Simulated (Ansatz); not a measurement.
```cif
data_structure
_symmetry_space_group_name_H-M 'P 1'
_symmetry_Int_Tables_number 1
_cell_length_a 8.1000
_cell_length_b 8.1000
_cell_length_c 8.1000
_cell_angle_alpha 90.000
_cell_angle_beta 90.000
_cell_angle_gamma 90.000
_cell_volume 531.44
loop_
_atom_site_label
_atom_site_type_symbol
_atom_site_fract_x
_atom_site_fract_y
_atom_site_fract_z
_atom_site_occupancy
Al1 Al 0.49911 0.99982 0.00506 1
Al2 Al 0.75148 0.25125 0.99864 1
Al3 Al 0.74485 0.99982 0.25058 1
Al4 Al 0.00029 0.00022 0.01496 1
Al5 Al 0.24743 0.25292 0.99696 1
Al6 Al 0.50120 0.50005 0.01504 1
Al7 Al 0.75180 0.74853 0.99832 1
Al8 Al 0.25447 0.99982 0.25058 1
Al9 Al 0.49911 0.24510 0.25058 1
Al10 Al 0.73484 0.50005 0.24927 1
Al11 Al 0.49911 0.99982 0.49541 1
Al12 Al 0.75254 0.25229 0.50208 1
Al13 Al 0.73487 0.00022 0.74983 1
Al14 Al 0.99841 0.49968 0.05446 1
Al15 Al 0.24711 0.74685 0.99663 1
Al16 Al 0.00029 0.23525 0.24926 1
Al17 Al 0.26406 0.50005 0.24925 1
Al18 Al 0.49911 0.75475 0.25058 1
Al19 Al 0.00029 0.00022 0.48577 1
Al20 Al 0.24637 0.25400 0.50377 1
Al21 Al 0.50122 0.50005 0.48569 1
Al22 Al 0.75287 0.74748 0.50240 1
Al23 Al 0.26403 0.00023 0.74984 1
Al24 Al 0.50121 0.23520 0.74984 1
Al25 Al 0.69718 0.49969 0.75102 1
Al26 Al 0.00029 0.76452 0.24926 1
Al27 Al 0.99842 0.49969 0.43988 1
Al28 Al 0.24605 0.74578 0.50409 1
Al29 Al 0.99841 0.19362 0.75102 1
Al30 Al 0.31191 0.49969 0.75101 1
Al31 Al 0.50121 0.76457 0.74984 1
Al32 Al 0.99841 0.80811 0.75102 1
Al33 Al 0.00624 0.50119 0.74611 1
```

Computed without spin polarisation; PAW files of the earlier set (soft_1).

Computed with Ansatz, DFT PBE-D3(BJ), scalar-relativistic, plane waves, PAW.

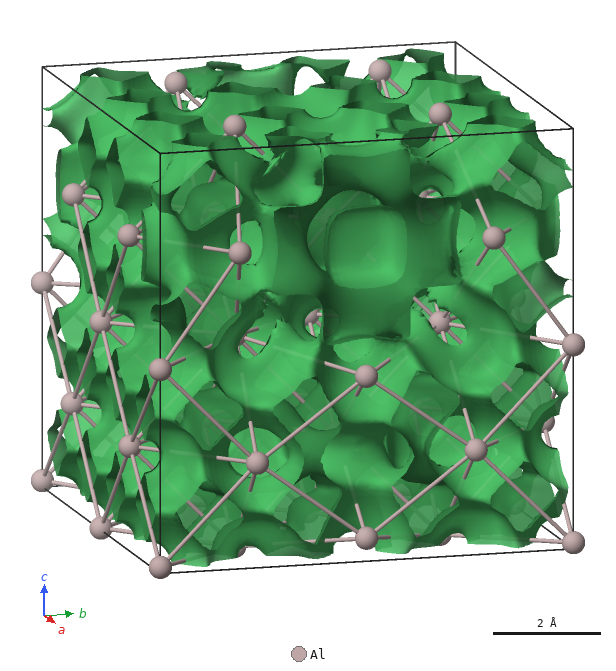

Al (cell with a defect). Isosurface of the ELF at 0.55 (green), seen slightly off an axis. Only the valence region is drawn (cores and ρ < 0.01 e/Å³ removed). Sticks mark near contacts.

**What do the ELF domains correspond to?**

At this value the surface marks out one network that runs through the whole crystal, counted in one cell of 33 atoms. Any copies at cell faces, edges or corners count once. There are no localised bonds or lone pairs at this value.

Values along the shortest contacts:
Al–Al (2.48 Å): the ELF peaks at about 0.85 between the atoms. Al–Al (2.63 Å): the ELF peaks at about 0.70 between the atoms.

**Metal or insulator at this level of theory?**

It is metallic or semimetallic at this level of theory: no gap opens.
